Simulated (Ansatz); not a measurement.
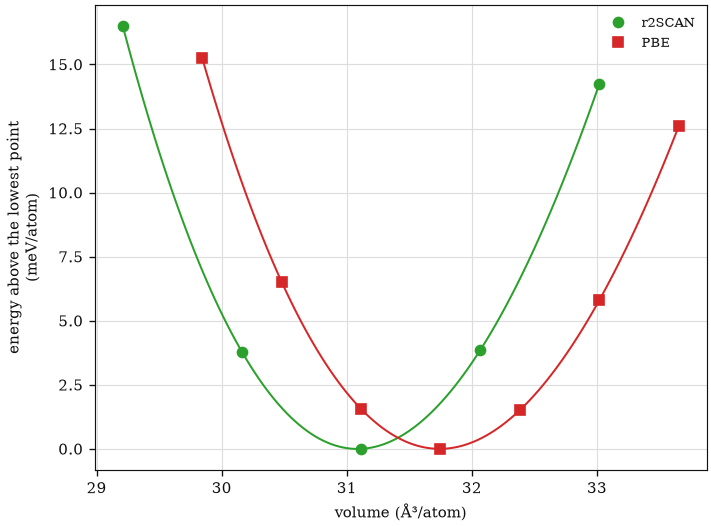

Plotted: energy above the lowest point against volume, with one curve for each functional, for Se (space group Fd-3m).

How it was computed, with Ansatz 0.2.0 development build: equation of state of a cubic crystal from periodic Kohn-Sham density functional theory without spin, third-order Birch-Murnaghan fit to the free energies; pressure corrected for the finite basis.

```json
{"setting": "structure type", "value": "diamond"}
{"setting": "atoms in cell", "value": "2"}
{"setting": "space group number", "value": "227"}
{"setting": "lattice centring", "value": "face-centred primitive"}
{"setting": "occupation method", "value": "Fermi–Dirac"}
{"setting": "datasets", "value": "soft-1 PAW"}
{"setting": "density tolerance", "value": "1e-07 eV"}
{"setting": "bands", "value": "20"}
{"setting": "density cutoff ratio", "value": "4"}
{"setting": "search for lower states", "value": "default"}
```

Settings that differ: r2SCAN: wave cutoff 500 eV, k mesh 9×9×9, occupation width 0.1 eV; PBE: wave cutoff 420 eV, k mesh 15×15×15, occupation width 0.0612 eV.

Order the curves by fitted equilibrium volume, smallest first.

Answer. r2SCAN 31.09, PBE 31.74 Å³/atom.

Order the curves by fitted bulk modulus, smallest first.

Answer. PBE 38.7, r2SCAN 42.0 GPa.

Note: cubic model structure, not the ambient form; modest k-mesh, values are not fully converged in k (r2SCAN).

The computed values:

r2SCAN:
```csv
volume (Å³/atom),energy above the lowest point (meV/atom)
29.21,16.5
30.16,3.8
31.11,0.0
32.07,3.9
33.02,14.2
```

PBE:
```csv
volume (Å³/atom),energy above the lowest point (meV/atom)
29.84,15.3
30.48,6.5
31.11,1.6
31.75,0.0
32.38,1.5
33.02,5.8
33.65,12.6
```
